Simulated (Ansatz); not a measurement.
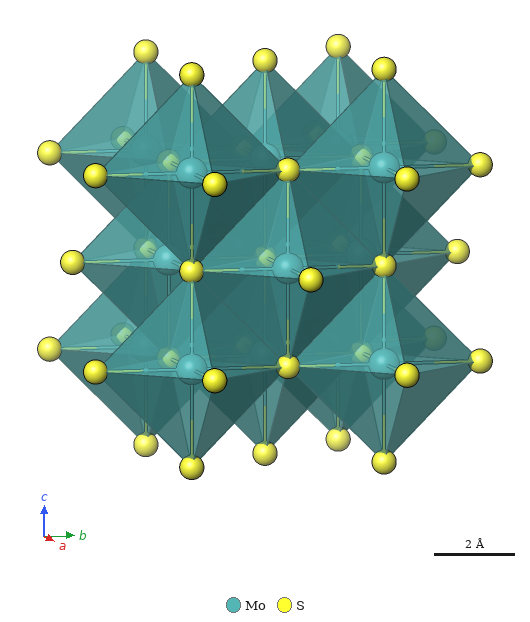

*The structure (polyhedral view of the cell 4 times as large as that of the calculation, set on its symmetry axes, seen slightly off an axis; polyhedra are completed across the faces of the cell). An atom can appear more than once, as a periodic image.*

# MoS: single-point calculation

- system: MoS (Fm-3m, 2 atoms in the cell)
- method: DFT PBEsol, scalar-relativistic, plane waves, PAW, spin-polarised (Ansatz 0.2.0)

The structure was built on a prototype by a generator; it need not be a known phase. It belongs to a series of runs on one base structure; here: volume fm: 1.06 V/V0.

**Input file**
```yaml
crystal:
  lattice:
    - [0.0, 2.4958290954, 2.4958290954]
    - [2.4958290954, 0.0, 2.4958290954]
    - [2.4958290954, 2.4958290954, 0.0]
  atoms:
    - { symbol: Mo, position: [0.0, 0.0, 0.0], spin: 3.5 }
    - { symbol: S, position: [0.5, 0.5, 0.5] }
basis:
  ecutwfc: 420
kpoints:
  mp_grid: { grid: [14, 14, 14] }
hamiltonian:
  xc: pbesol
scf:
  occupations: { method: gaussian, width: 0.1 }
  lower_state_search: "off"
output:
  forces: true
  stress: true
  eigenvalues: true
  populations: true
  write_density: true
  write_potential: true
  elf: true
  volumetric_format: npy
magnetization:
  spin_polarized: true
```

Hardware: 1 thread of Intel Xeon @ 2.50GHz (Skylake/Cascade Lake), 32 GiB of memory available, shared host.

Launched with:
```bash
ansatz run input.yaml --threads 1 --pin off --max-ram 2560MiB --backend cpu --events-out ev --progress --plain --runs-dir out
```

**Output**
```
Engine: ansatz 0.2.0, x86_64-unknown-linux-gnu
Pseudopotentials: kind: paw
Pseudopotential: Mo, paw, valence charge 14, recommended cutoff 420 eV (normal), Mo.paw.azcp
Pseudopotential: S, paw, valence charge 6, recommended cutoff 420 eV (normal), S.paw.azcp
Functional definition: PBEsol
  exchange = pbesol_x
  correlation = pbesol_c
Crystal: 2 atoms, lattice volume = 31.094 Å³
Basis set: ecut = 420 eV, 609 PW (Γ), exchange–correlation on 48×48×48 points (8 copies of the dense FFT grid, shifted against one another)
Bands: 16, of which v1, the nominal top of the filled ones, is band 10 counted from 1 (9 counted from 0)
Symmetry: 48 space group operations
Space group: Fm-3m (ITA 225), of the structure as read, at distance tolerance 3.1e-5 Å
Magnetic group: BNS 225.116 (UNI 1618), of the structure as read, at distance tolerance 3.1e-5 Å
k-points: 104 of 2744
Non-local potential: Mo, projectors of the file, l = 0: 3, l = 1: 2, l = 2: 2, l = 3: 1
Non-local potential: S, projectors of the file, l = 0: 2, l = 1: 2, l = 2: 2
PAW form: soft (Blöchl's): semilocal exchange-correlation on the pseudo side does not see the compensation charge
PAW frozen core: Mo, regenerated for the run's functional, and the local potential with it (the file was generated under x = pbe(κ = 0.804, μ = 0.2195149727645171), c = pbe(β = 0.06672455060314922))
PAW frozen core: S, regenerated for the run's functional, and the local potential with it (the file was generated under x = pbe(κ = 0.804, μ = 0.2195149727645171), c = pbe(β = 0.06672455060314922))
PAW one-centre angular grid: Mo, 590 points (default); XC on 64 Gauss nodes
PAW one-centre angular grid: S, 110 points (default); XC on 64 Gauss nodes
Initial density: superposition of atomic densities (chi_scale 0.1, normalization cell)
Starting moments: Σ|m| = 3.5 μB on 1 of 2 sites
Initial wavefunctions: pseudopotential atomic-orbital guess
Functional: x = pbesol(κ = 0.804, μ = 0.12345679012345678), c = pbesol(β = 0.046)
SCF iter   1: F=—  HF=-5782.351541 eV  |F-HF|=—  |Δ(HF+E_count)|=         —  Δρ=7.17e-2 (↑7.17e-2 ↓2.83e-2)  dr2=2.56e0  dr2_m=4.75e-1  M=1.980 μB ∫|m|=1.988 μB  β_m=0.30  ethr=3.10e-3  ⟨swp⟩=5.1  Hψ=17791  notcnv=0
preconditioner: auto → Kerker (q_TF=auto, 2.535 Å⁻¹)  [metal: Δε(μ)=0.001 eV  Ē_g=10.779 eV  σ=0.100 eV  W_gap=0.00  n_scr=14 (ndim 8)  ℏωp=23.1 eV  f_vac=0.000  D(μ)=2.58/eV (n_scr^D=26)]
spin=Collinear: Kerker preconditioning applied to the charge; magnetization (m = ρ↑ − ρ↓) channel mixes plain (no charge-response kernel on spin).
SCF iter   2: F=—  HF=-5781.893388 eV  |F-HF|=—  |Δ(HF+E_count)|=   4.58e-1  Δρ=5.25e-2 (↑5.25e-2 ↓2.55e-2)  dr2=8.04e-1  dr2_m=3.53e-1  M=2.105 μB ∫|m|=2.117 μB  β_m=0.30  ethr=3.10e-3  ⟨swp⟩=2.0  Hψ=5870  notcnv=0  defer=242
Mixer restart at iter 2: flushing history
spin-set hold released at iteration 2 (the charge has settled, or the pull on large starting moments outlasts its swing): the magnetisation degrees of freedom join the quasi-Newton model from the next iteration; the mixer history was flushed
SCF iter   3: F=—  HF=-5781.868510 eV  |F-HF|=—  |Δ(HF+E_count)|=   2.49e-2  Δρ=3.79e-2 (↑3.79e-2 ↓2.14e-2)  dr2=2.84e-1  dr2_m=2.16e-1  M=1.975 μB ∫|m|=1.985 μB  β_m=0.64  ethr=3.10e-3  ⟨swp⟩=2.0  Hψ=3889  notcnv=0  defer=242
SCF iter   4: F=—  HF=-5782.008605 eV  |F-HF|=—  |Δ(HF+E_count)|=   1.40e-1  Δρ=1.61e-2 (↑1.61e-2 ↓1.43e-2)  dr2=5.16e-3  dr2_m=6.41e-2  M=1.386 μB ∫|m|=1.396 μB  β_m=0.82  ethr=1.42e-3  ⟨swp⟩=2.2  Hψ=5622  notcnv=0  defer=254
SCF iter   5: F=—  HF=-5782.114245 eV  |F-HF|=—  |Δ(HF+E_count)|=   1.06e-1  Δρ=6.68e-3 (↑6.68e-3 ↓5.90e-3)  dr2=1.68e-3  dr2_m=1.01e-2  M=0.758 μB ∫|m|=0.764 μB  β_m=0.91  ethr=2.58e-5  ⟨swp⟩=2.2  Hψ=6672  notcnv=0  defer=260
SCF iter   6: F=—  HF=-5782.132391 eV  |F-HF|=—  |Δ(HF+E_count)|=   1.81e-2  Δρ=3.06e-3 (↑3.06e-3 ↓2.75e-3)  dr2=1.83e-4  dr2_m=2.37e-3  M=0.501 μB ∫|m|=0.505 μB  β_m=0.95  ethr=8.42e-6  ⟨swp⟩=2.2  Hψ=6146  notcnv=0  defer=218
SCF iter   7: F=—  HF=-5782.138832 eV  |F-HF|=—  |Δ(HF+E_count)|=   6.44e-3  Δρ=1.46e-3 (↑1.10e-3 ↓1.46e-3)  dr2=9.48e-5  dr2_m=4.24e-4  M=0.259 μB ∫|m|=0.263 μB  β_m=0.98  ethr=9.15e-7  ⟨swp⟩=3.1  Hψ=6507  notcnv=0  defer=205
SCF iter   8: F=—  HF=-5782.140591 eV  |F-HF|=—  |Δ(HF+E_count)|=   1.76e-3  Δρ=4.96e-4 (↑4.96e-4 ↓2.95e-4)  dr2=2.68e-5  dr2_m=3.69e-5  M=0.059 μB ∫|m|=0.061 μB  β_m=0.99  ethr=4.74e-7  ⟨swp⟩=3.3  Hψ=6771  notcnv=0  defer=204
SCF iter   9: F=—  HF=-5782.140667 eV  |F-HF|=—  |Δ(HF+E_count)|=   7.63e-5  Δρ=2.33e-4 (↑1.13e-4 ↓2.33e-4)  dr2=9.98e-6  dr2_m=7.96e-6  M=0.034 μB ∫|m|=0.035 μB  β_m=0.99  ethr=1.34e-7  ⟨swp⟩=2.2  Hψ=5375  notcnv=0  defer=203
SCF iter  10: F=—  HF=-5782.140698 eV  |F-HF|=—  |Δ(HF+E_count)|=   3.03e-5  Δρ=2.76e-5 (↑2.76e-5 ↓1.14e-5)  dr2=1.24e-7  dr2_m=4.68e-8  M=0.001 μB ∫|m|=0.001 μB  β_m=1.00  ethr=4.99e-8  ⟨swp⟩=2.3  Hψ=5329  notcnv=0  defer=203
iter 11 did not close the SCF: its close was put off for a magnetic moment that had not settled (scf_convergence_deferred on its scf_iter line)
SCF iter  11: F=-5782.140698 eV  HF=-5782.140698 eV  |F-HF|=1.42e-8  |Δ(HF+E_count)|=   4.46e-8  Δρ=1.10e-5 (↑1.10e-5 ↓1.09e-5)  dr2=7.41e-9  dr2_m=2.94e-8  M=-0.002 μB ∫|m|=0.002 μB  β_m=1.00  ethr=5.00e-10  ⟨swp⟩=12.1  Hψ=22384  notcnv=0
iter 12 did not close the SCF: its close was put off for a magnetic moment that had not settled (scf_convergence_deferred on its scf_iter line)
SCF iter  12: F=-5782.140698 eV  HF=-5782.140698 eV  |F-HF|=7.28e-12  |Δ(HF+E_count)|=   1.12e-7  Δρ=1.45e-6 (↑1.28e-6 ↓1.45e-6)  dr2=4.83e-10  dr2_m=3.29e-10  M=-0.000 μB ∫|m|=0.000 μB  β_m=1.00  ethr=3.71e-11  ⟨swp⟩=4.7  Hψ=17036  notcnv=0
iter 13 did not close the SCF: its close was put off for a magnetic moment that had not settled (scf_convergence_deferred on its scf_iter line)
SCF iter  13: F=-5782.140698 eV  HF=-5782.140698 eV  |F-HF|=2.00e-11  |Δ(HF+E_count)|=  8.48e-10  Δρ=4.14e-7 (↑3.49e-7 ↓4.14e-7)  dr2=1.24e-11  dr2_m=3.88e-11  M=0.000 μB ∫|m|=0.000 μB  β_m=1.00  ethr=2.42e-12  ⟨swp⟩=4.0  Hψ=15038  notcnv=0
SCF iter  14: F=-5782.140698 eV  HF=-5782.140698 eV  |F-HF|=1.82e-12  |Δ(HF+E_count)|=  1.58e-10  Δρ=1.03e-7 (↑9.63e-8 ↓1.03e-7)  dr2=1.08e-12  dr2_m=2.60e-12  M=0.000 μB ∫|m|=0.000 μB  ethr=1.00e-12  ⟨swp⟩=3.8  Hψ=13845  notcnv=0
WARN: the starting moments were not kept: the SCF closed with an absolute magnetisation of 2.0e-5 μB, where they sum to 3.5 μB in size (1 site). That is at most 0.1 of that sum. Measured as dr2_m measures the in/out step, that magnetisation stands 1.2e-10 eV from none, at or under the dr2_threshold of 1.0e-7 eV: it is no larger than a step whose dr2_m would equal this threshold. The system may hold no moment; this SCF shows only that its start led to no more than that. To try another start: raise the starting moments (crystal.atoms[].spin, magnetization.per_species, magnetization.initial_magnetization, or on a non-collinear deck that types none of these the spinor_matrix: blocks that start its atoms; where the total moment is fixed, keep their sum and leave initial_magnetization as it is; typed ones take the place of any that the run laid by itself, positive ones on a crystal's lanthanoids without a Hubbard term where scf.initial_density.shell_occupations: [] is typed) or, if the notice of its spin-set hold's release reads "site moments contracting" or "site moments show no strong build", lengthen the hold (scf.mixing.spin_hold: { on: { confirm: 4 } }; for m-r²SCAN on two components see the key's manual first). Each may lead to a state that holds a moment. A second SCF, from the converged charge density, with the starting moments and any scf.initial_density.shell_occupations laid on it anew, would have followed, and was not run: the deck does not ask for one (magnetization.retry_lost_moments is false, the default). To let it run, set magnetization.retry_lost_moments: true and run the deck again, where that key's refused combinations let it; where memory then withholds it, that run's warning says so.
SCF 1 converged in 14 iterations: F = -5782.140698 eV  dr2 = 1.08e-12
  greatest PAW one-centre occupation: 0.999 electrons in one spin orbital (limit 2), on the Mo atom at site 0 (counted from 0), in its partial waves of l = 0
```

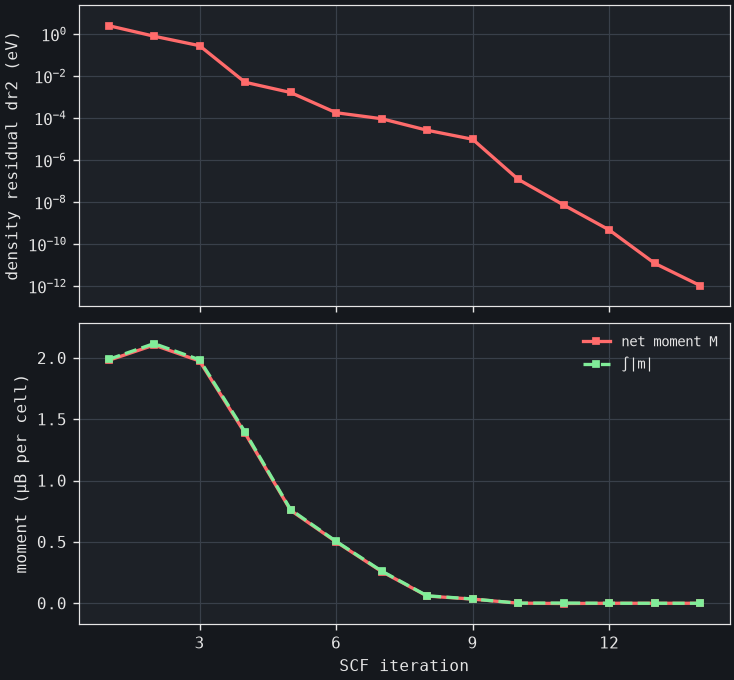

*Convergence of the self-consistent field: density residual dr2 and magnetic moment against the SCF iteration.*

The residual falls at every step. The net moment goes from 2.0 to 0.0 μB per cell, and ∫|m| falls to zero.

```
SCF converged after 14 iterations
Magnetization: 0.0000 μB (10.0000 up, 10.0000 down)
Absolute magnetization: 0.0000 μB (∫|ρ↑−ρ↓|, with the PAW one-centre terms)
Spin contamination: 0.0000 ħ² per cell (⟨S²⟩ above its minimum at these occupations)
Per-site moments (μB) at R_I (Å): [(1.5646115884402025e-5, 1.0295295018525001), (-2.9938629080523e-8, 1.0295295018525001)]
Free energy (F): -5782.140698 eV
Harris-Foulkes:  -5782.140698 eV  (|F-HF|=1.82e-12)
Internal energy: -5782.126502 eV  (E = F + TS)
E sigma→0 (E₀):  -5782.133600 eV
Entropy (-TS):   -0.014195 eV (-7.098 meV/atom)
Fermi energy:    16.195960 eV
--- Per-component energies (eV) ---
  E_band       = -82.516587
  E_kinetic    = 551.603059
  E_local      = -1064.447636  (includes V_loc(G=0)·N_el)
  E_nonlocal   = 174.873006
  E_hartree    = 361.326435
  E_xc         = -278.690024
  E_vxc        = -316.181101  (∫ρ·V_xc dr)
  E_paw        = -3728.767730  (= ΣΔE_a)
  E_vpaw       = -151.016816  (= ΣTr[D̂ρ^β])
  E_aug_tail   = 0.000047  (compensation charges beyond the density's cutoff)
  E_ewald      = -1798.294907
  E_core_change = 0.271249  (= ΣΔE_core)
  E_smearing   = -0.014195  (= −TS)
  E_closure    = -0.000000  (closes the sum)
  Σ components = -5782.140698   (vs F -5782.140698, Δ=0.00e0)
--- Forces (eV/Å), atoms counted from 1 ---
  atom   1  Mo    -0.00000000    -0.00000000     0.00000000
  atom   2  S      0.00000000    -0.00000000    -0.00000000
  max |Σ_I F_I| component: 2.47e-30 eV/Å
--- Stress (GPa, compression-positive) ---
       -9.886253      -0.000000       0.000000
       -0.000000      -9.886253       0.000000
       -0.000000       0.000000      -9.886253
  P = ⅓ Tr σ = -9.8863 GPa (-98.863 kbar)
--- Band table (eV; the first three rows and the last of 208) ---
  k-point 0 ↑: bands = ["-45.1827", "-19.2723", "-19.2723", "-19.2723", "0.0436", "13.2958", "13.2958", "13.2958", "13.8733", "13.8733", "13.8733", "14.2702", "14.2702", "19.4111", "24.7776", "28.2408"]
  k-point 1 ↑: bands = ["-45.1820", "-19.2822", "-19.2734", "-19.2734", "0.1159", "12.6214", "12.6950", "12.6950", "13.9968", "13.9968", "14.2774", "14.9387", "14.9387", "19.7352", "24.8887", "27.9702"]
  k-point 2 ↑: bands = ["-45.1799", "-19.3096", "-19.2763", "-19.2763", "0.3258", "11.5636", "11.9103", "11.9103", "14.2447", "14.2447", "14.6766", "16.0369", "16.0369", "20.5257", "24.9470", "27.4082"]
  k-point 103 ↓: bands = ["-45.1631", "-19.3984", "-19.3768", "-19.3437", "1.5917", "9.8441", "9.9713", "10.1337", "15.0767", "15.9955", "16.8124", "16.9249", "17.3981", "23.2623", "24.5366", "24.7416"]
--- Löwdin populations: 2 sites ---
  site symbol       q [e]    m [muB]
     0     Mo     13.8613     0.0000
     1      S      5.9756    -0.0000
  spilling = 0.008157 (of n_electrons = 20.000000)
```

**File populations.tsv**
```
# site	symbol	l	j	q_up	q_dn
# orbitals = lowdin
# n_electrons = 20.000000
# spilling = 0.008157
0	Mo	0_4S	-	0.986675	0.986675
0	Mo	0_5S	-	0.230442	0.230442
0	Mo	1_4P	-	2.995527	2.995527
0	Mo	2_4D	-	2.718005	2.717985
1	S	0_3S	-	0.801821	0.801821
1	S	1_3P	-	2.185974	2.185975
```

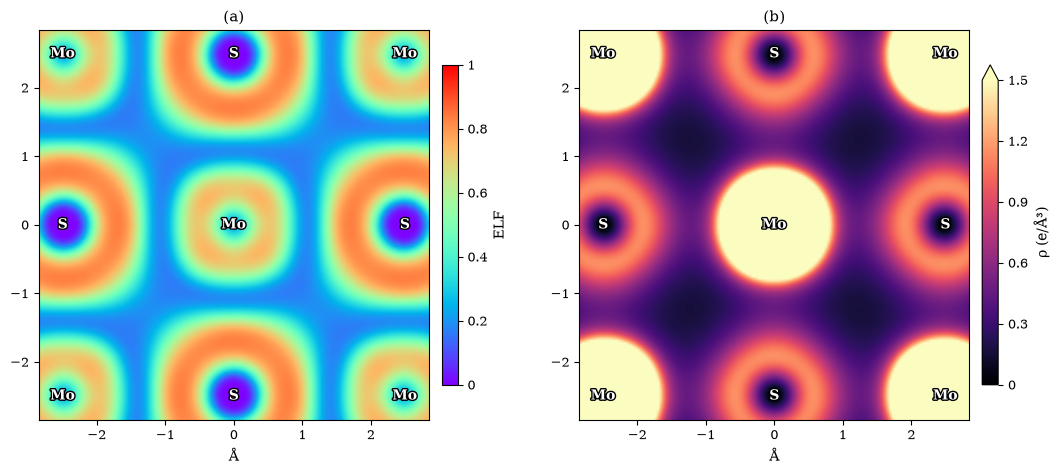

*(a) ELF; (b) valence pseudo-density on the (100) plane of the conventional cell.*

Mo–S (2.50 Å): ρ is about 0.46 e/Å³ halfway; the ELF is about 0.30 at the midpoint. Away from the nuclei the density in this plane falls to 0.16 e/Å³ at its lowest. The strong features right at Mo lie inside the PAW spheres (semicore, d or f shells) and say nothing about bonding. Core electrons are frozen (PAW), so the fields are smoothed inside the atomic spheres.

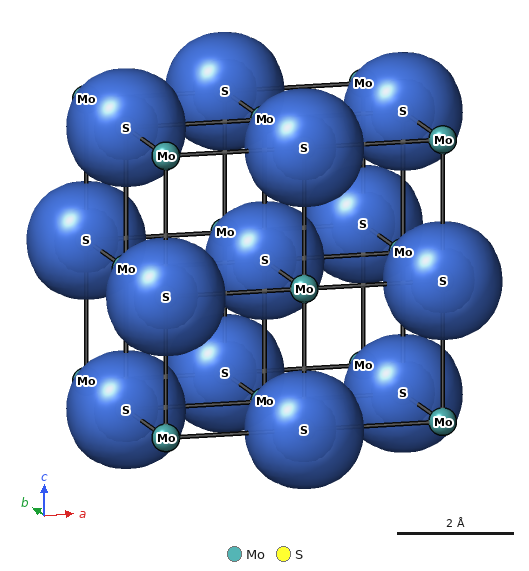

*Isosurface of the electron localisation function at 0.7 (blue), seen slightly off an axis. Core shells and regions of very low density are left out. Sticks mark near contacts. The outline is the cell set on symmetry axes.*

Values along the shortest contacts: Mo–S (2.50 Å): the ELF is about 0.30 at the midpoint.

**Results in brief**

- outcome: converged
- space group (tolerance 0.01 Å): Fm-3m (225)
- electrons treated: 20
- free energy: −5782.1407 eV
- Fermi energy: 16.196 eV
- gap on the k-point mesh: none (metallic)
- net moment of the cell: 0.00 μB
- integrated absolute moment: 0.00 μB
- pressure: −9.89 GPa
- largest force (length of the vector): under 0.001 eV/Å
- wall time: 12 s
- peak memory: 0.42 GiB

The program warns: some starting moments were not kept. The cell is under a tension of 9.9 GPa at this level, so it is not at its equilibrium volume.
